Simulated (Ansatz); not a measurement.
# Run report: Si₈C₃, geometry relaxation (part 2 of 6)

The same run, continued: Si₈C₃ (interface cell, 44 atoms in the cell); DFT LDA, scalar-relativistic, plane waves, PAW, no spin polarisation (Ansatz 0.2.0); cutoff 420 eV, 7×5×2 k-mesh, Gaussian smearing of 0.05 eV. The structure derives from a Materials Project entry. It belongs to a series of runs on one base structure; here: film shifted by (0, 0) in the plane.

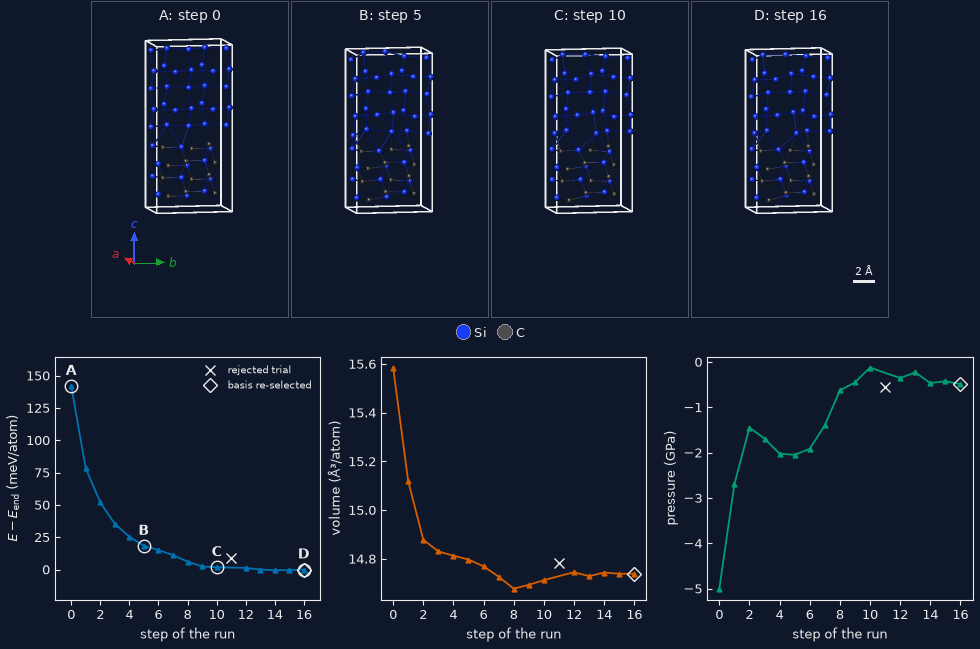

*Frames of the relaxation (ball-and-stick view of the cell of the calculation (origin shifted), seen at an oblique angle) above the curves, on which the letters mark them (the first geometry is step 0 here and step 1 in the log).*

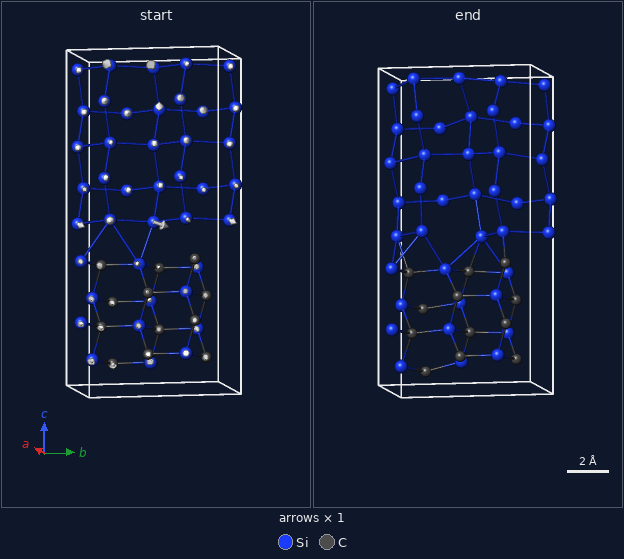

*Before (left) and after (right) the relaxation, at one scale (ball-and-stick view of the cell of the calculation (origin shifted), seen at an oblique angle). The white arrows give the displacements (without the part carried along by the change of the cell), at true length.*

The largest move relative to the cell is that of Si2, 0.91 Å. By element the largest moves are Si 0.91 Å, C 0.39 Å. The drawn cell changes as follows: a stays at 5.402 Å, b stays at 7.639 Å, c 16.617 → 15.715 Å (−5.4 %); the volume changes by −5.4 %. Among the contacts that change: Si2–Si3 2.339 → 3.452 Å, Si19–C25 2.978 → 1.966 Å, Si2–Si39 3.164 → 2.261 Å, Si18–C24 2.654 → 1.921 Å. New bonds form: Si18–C24 (2.65 → 1.92 Å), Si19–C25 (2.98 → 1.97 Å), Si1–C43 (2.53 → 1.93 Å), Si2–Si39 (3.16 → 2.26 Å). Bonds break: Si2–Si3 (2.34 → 3.45 Å). Among the angles that change: Si2–Si40–Si3 56.3° → 88.1°, Si2–Si7–Si6 109.5° → 82.6°, Si2–Si40–C38 139.3° → 114.4°. Over 15 geometry steps the energy falls by 143 meV per atom. Largest force component: 2.3 eV/Å at the start, 0.019 eV/Å at the end. Pressure: −5.00 GPa at the start and −0.49 GPa at the end. The line search rejected the trial step at point 11 (counted from 0) and went back. A last SCF at the same geometry on a re-selected plane-wave basis shifts the energy by +0.6 meV per atom. (Atoms are counted from 1 in the order of the input.)

```
basis re-selected at this cell: Δ(F+E_penalty+E_count) = +2.431e-2 eV, ΔP = -0.065 GPa vs the last step (what re-selecting the basis moved, of the pressure what is left beyond the Pulay correction that the steps carried, after the strain that the cell walked since its last selection, with what the two solves' SCF thresholds leave and, on support functions, any second-order correction that the steps lacked; it is no measure of the basis error at this ecutwfc). The dense FFT grid was sized anew with the basis: this SCF ran on 40×54×108 points, the steps before it on 40×54×120, so part of this shift can come from that change (see relax.cell in the input reference). This SCF's stress stands 1.25e-1 GPa from its target on what of the cell is left free (relax.cell.stress_tol is 1.50e-1 GPa) and its largest allowed force component is 1.93e-2 eV/Å (relax.f_tol is 2.00e-2 eV/Å): within both
SCF converged after 6 iterations
Free energy (F): -22386.690760 eV
Harris-Foulkes:  -22386.690760 eV  (|F-HF|=3.64e-12)
Internal energy: -22386.690380 eV  (E = F + TS)
E sigma→0 (E₀):  -22386.690570 eV
Entropy (-TS):   -0.000380 eV (-0.009 meV/atom)
Fermi energy:    7.772613 eV
--- Per-component energies (eV) ---
  E_band       = 278.577937
  E_kinetic    = 2438.345742
  E_local      = -6305.835262  (includes V_loc(G=0)·N_el)
  E_nonlocal   = 1191.664552
  E_hartree    = 2695.357592
  E_xc         = -2352.806523
  E_vxc        = -2254.868123  (∫ρ·V_xc dr)
  E_paw        = -16657.009584  (= ΣΔE_a)
  E_vpaw       = -181.444431  (= ΣTr[D̂ρ^β])
  E_aug_tail   = 0.000283  (compensation charges beyond the density's cutoff)
  E_ewald      = -3399.859755
  E_core_change = 3.452573  (= ΣΔE_core)
  E_smearing   = -0.000380  (= −TS)
  E_closure    = 0.000000  (closes the sum)
  Σ components = -22386.690760   (vs F -22386.690760, Δ=0.00e0)
--- Forces (eV/Å), atoms counted from 1 ---
  atom   1  Si     0.00073113    -0.00211671     0.00228918
  atom   2  Si    -0.00914366    -0.00643491    -0.01383836
  atom   3  Si    -0.00954923     0.00311639    -0.00661012
  atom   4  Si     0.00128387     0.00479301     0.01168800
  atom   5  Si     0.00626596     0.00266253    -0.00534183
  atom   6  Si    -0.00454978     0.00561792    -0.00118648
  atom   7  Si     0.00415607    -0.00007686    -0.00378210
  atom   8  Si    -0.00515643    -0.00632051     0.00059023
  atom   9  Si     0.00264099     0.00098397    -0.00225302
  atom  10  Si    -0.00190969     0.00141736     0.00543628
  atom  11  Si     0.01111100     0.00063485    -0.01371746
  atom  12  Si     0.01035189    -0.00154635     0.00120676
  atom  13  Si    -0.00327126     0.00782262     0.01028085
  atom  14  Si    -0.00236133    -0.00579933     0.00264174
  atom  15  Si    -0.00154656    -0.00180090    -0.00882940
  atom  16  Si     0.00388285    -0.00585052    -0.00822836
  atom  17  Si    -0.00789586     0.00409033     0.00076578
  atom  18  Si    -0.00692945     0.00104336     0.00704837
  atom  19  Si    -0.00360068    -0.00425911    -0.00309866
  atom  20  Si     0.00228140    -0.00183955     0.00249073
  atom  21  Si    -0.00501803     0.00301517    -0.00216552
  atom  22  Si    -0.00630592    -0.00661057     0.01688888
  atom  23  Si     0.00686044    -0.00723435     0.00362475
  atom  24  C      0.00423261    -0.00424399    -0.00668896
  atom  25  C     -0.00037740     0.01931815    -0.01342209
  atom  26  C     -0.00378395    -0.00622515     0.00519265
  atom  27  Si    -0.00955864    -0.00489926     0.01446489
  atom  28  Si     0.00153205     0.00298228    -0.00253051
  atom  29  Si     0.00046513    -0.00092627    -0.00433187
  atom  30  C      0.00226460     0.00491935    -0.00362005
  atom  31  C      0.00133530     0.00071037    -0.00743517
  atom  32  C      0.00076541     0.00112895    -0.00016972
  atom  33  Si     0.00161351     0.00678379     0.01158165
  atom  34  Si     0.00758643    -0.00117125     0.00314045
  atom  35  Si     0.00331582     0.00233203     0.00426667
  atom  36  C      0.00068304     0.00041260     0.00135521
  atom  37  C      0.00009346    -0.00187684     0.00447351
  atom  38  C     -0.00361562    -0.00411487     0.00021089
  atom  39  Si     0.00556067     0.00788944     0.00237291
  atom  40  Si     0.00539936     0.00328443     0.01012670
  atom  41  Si    -0.00112949    -0.00278702     0.00524848
  atom  42  C      0.01383342    -0.00745207     0.00170266
  atom  43  C     -0.00267139     0.00409063    -0.01661740
  atom  44  C     -0.00988533    -0.00551871    -0.00519786
  max |Σ_I F_I| component: 5.56e-5 eV/Å
--- Stress (GPa, compression-positive) ---
        0.336790       2.135110      -4.032478
        2.135110      -1.679960       1.584832
       -4.032478       1.584832      -0.125339
  P = ⅓ Tr σ = -0.4895 GPa (-4.895 kbar)
--- Band table (eV; the first three rows and the last of 36) ---
  k-point 0: bands = ["-8.3440", "-7.1075", "-6.3782", "-6.3176", "-5.6247", "-5.4661", "-5.1467", "-4.7493", "-4.5936", "-4.5221", "-4.2855", "-4.1681", "-3.8095", "-3.2134", "-2.2556", "-2.1866", "-1.9378", "-1.6907", "-1.5596", "-1.3631", "-1.1655", "-0.9949", "-0.9553", "-0.8248", "-0.6952", "-0.5248", "-0.3710", "-0.1784", "-0.0658", "0.1019", "0.2029", "0.3135", "0.5570", "0.6014", "0.8112", "1.0011", "1.0865", "1.3101", "1.3599", "1.7149", "1.8093", "1.8593", "2.0705", "2.1605", "2.3098", "2.6086", "2.7724", "3.1179", "3.1768", "3.3112", "3.4114", "3.5180", "3.5828", "3.5944", "3.6700", "3.7846", "3.9374", "3.9618", "4.0217", "4.0803", "4.1863", "4.1909", "4.4699", "4.4919", "4.6115", "4.7814", "4.8598", "4.8778", "5.0205", "5.0996", "5.1425", "5.3079", "5.4417", "5.6129", "5.6323", "5.7121", "5.8577", "5.9658", "6.0762", "6.1542", "6.3609", "6.4373", "6.6475", "6.6822", "6.8862", "7.1847", "7.5046", "7.5890", "7.8229", "8.2110", "8.3511", "8.5735", "8.7011", "8.8887", "9.1345", "9.2131", "9.2899", "9.5225", "9.6436", "9.6647", "9.9897", "10.2015", "10.2922", "10.3600", "10.4107", "10.4615", "10.6256", "10.7251", "10.7693", "10.7822", "10.8789", "11.1300", "11.2338", "11.3371", "11.5109", "11.5198", "11.5441", "11.6473", "11.7453", "11.9194", "12.0921", "12.2183", "12.2542", "12.5016", "12.5099", "12.8357", "12.9355", "13.0380", "13.1411", "13.1829", "13.2796", "13.4053"]
  k-point 1: bands = ["-8.3439", "-7.1081", "-6.3783", "-6.3175", "-5.6183", "-5.4645", "-5.1439", "-4.7497", "-4.5902", "-4.5224", "-4.3883", "-4.1430", "-3.7155", "-3.1558", "-2.2880", "-2.2604", "-2.1454", "-1.7007", "-1.4519", "-1.2149", "-1.1913", "-0.9622", "-0.8183", "-0.7594", "-0.6262", "-0.5229", "-0.4265", "-0.3254", "-0.1038", "-0.0773", "0.2059", "0.3430", "0.4561", "0.5288", "0.9286", "1.0270", "1.1502", "1.4043", "1.5054", "1.7085", "1.7988", "1.9248", "2.0333", "2.1530", "2.3246", "2.3468", "2.7999", "2.9172", "3.1388", "3.2719", "3.3696", "3.4464", "3.6665", "3.6982", "3.7742", "3.8805", "3.9229", "3.9551", "4.1140", "4.2073", "4.2655", "4.3913", "4.4542", "4.5321", "4.5869", "4.6434", "4.7548", "4.8251", "4.9953", "5.0240", "5.1247", "5.2101", "5.3643", "5.5313", "5.5515", "5.6740", "5.8270", "6.0061", "6.1552", "6.2620", "6.3735", "6.5457", "6.6195", "6.7902", "7.0753", "7.1902", "7.3434", "7.7270", "7.8805", "8.1865", "8.1954", "8.5233", "8.6403", "9.0023", "9.0875", "9.1976", "9.2887", "9.4519", "9.5692", "9.7808", "9.8273", "10.0312", "10.1611", "10.3043", "10.3541", "10.4557", "10.5101", "10.7442", "10.8102", "10.8748", "11.0045", "11.1513", "11.2877", "11.3925", "11.4035", "11.5454", "11.7407", "11.8307", "11.9417", "12.0547", "12.2821", "12.3892", "12.4327", "12.5767", "12.5948", "12.8173", "12.8402", "12.9543", "13.0308", "13.1724", "13.2697", "13.3688"]
  k-point 2: bands = ["-8.2627", "-7.1403", "-6.9050", "-5.9380", "-5.6319", "-5.4595", "-4.9979", "-4.6802", "-4.6127", "-4.4511", "-4.2287", "-4.0992", "-3.7548", "-3.2078", "-2.8674", "-2.1781", "-1.9000", "-1.5830", "-1.5654", "-1.4116", "-1.2325", "-0.9768", "-0.9257", "-0.7563", "-0.6591", "-0.5591", "-0.4487", "-0.2876", "-0.1866", "-0.0107", "0.0721", "0.3112", "0.5809", "0.6809", "0.8893", "1.0682", "1.2397", "1.5074", "1.7971", "1.8700", "1.8872", "2.0529", "2.1601", "2.3546", "2.4500", "2.6608", "2.7878", "2.9702", "3.0879", "3.1650", "3.2155", "3.2955", "3.4570", "3.5285", "3.6899", "3.7634", "3.8374", "3.9278", "4.0438", "4.1149", "4.2269", "4.3284", "4.4297", "4.4776", "4.5626", "4.6541", "4.7077", "4.7975", "4.9051", "4.9671", "5.1210", "5.2407", "5.3968", "5.4795", "5.6251", "5.7055", "5.8204", "5.8355", "6.0357", "6.1183", "6.2615", "6.4690", "6.5121", "6.6353", "6.7846", "6.8909", "7.3584", "7.4350", "7.9091", "8.4835", "8.7217", "8.8462", "8.9919", "9.0786", "9.2329", "9.3497", "9.5333", "9.6897", "9.7832", "9.9129", "10.0754", "10.1721", "10.2811", "10.3158", "10.5000", "10.6165", "10.7053", "10.8074", "10.8557", "10.9179", "11.0569", "11.1357", "11.1748", "11.3062", "11.4358", "11.5669", "11.6476", "11.7571", "11.9682", "12.0735", "12.2143", "12.3301", "12.3607", "12.4183", "12.5929", "12.6922", "12.7619", "12.9294", "13.0446", "13.1243", "13.2835", "13.3173"]
  k-point 35: bands = ["-7.5323", "-7.0168", "-6.6126", "-6.2525", "-5.8549", "-5.7504", "-5.5369", "-5.0814", "-4.7892", "-4.5877", "-4.5175", "-3.9095", "-3.4257", "-2.8633", "-2.6282", "-2.4641", "-2.2952", "-2.0953", "-2.0220", "-1.8442", "-1.6206", "-1.1147", "-0.8830", "-0.7923", "-0.7094", "-0.4499", "-0.2821", "-0.2165", "-0.0720", "0.1198", "0.4629", "0.5534", "0.8075", "0.8795", "1.0745", "1.3725", "1.4909", "1.7430", "1.7912", "1.9919", "2.0917", "2.1650", "2.3606", "2.5010", "2.5434", "2.6740", "2.8545", "2.8922", "2.9299", "3.0305", "3.2700", "3.3753", "3.4788", "3.6003", "3.6483", "3.7715", "3.8893", "3.9427", "4.0102", "4.0902", "4.1826", "4.2976", "4.4161", "4.5800", "4.6581", "4.8764", "4.9391", "4.9941", "5.0805", "5.1230", "5.2561", "5.2700", "5.3276", "5.4962", "5.6702", "5.7121", "5.8322", "5.9130", "6.0168", "6.1722", "6.2843", "6.3823", "6.6406", "6.7204", "6.8859", "6.9614", "7.2969", "7.5807", "8.0786", "8.7248", "8.9855", "9.1615", "9.2091", "9.3465", "9.4111", "9.7275", "9.9182", "9.9839", "10.1562", "10.1924", "10.2642", "10.3899", "10.5047", "10.5554", "10.6745", "10.7964", "10.8289", "10.9499", "10.9838", "11.0889", "11.1534", "11.1930", "11.3270", "11.4033", "11.4719", "11.5545", "11.6612", "11.7191", "11.8489", "11.9304", "12.0111", "12.1233", "12.1763", "12.2569", "12.3509", "12.3939", "12.4784", "12.5704", "12.6731", "12.7874", "12.8361", "12.9417"]
```
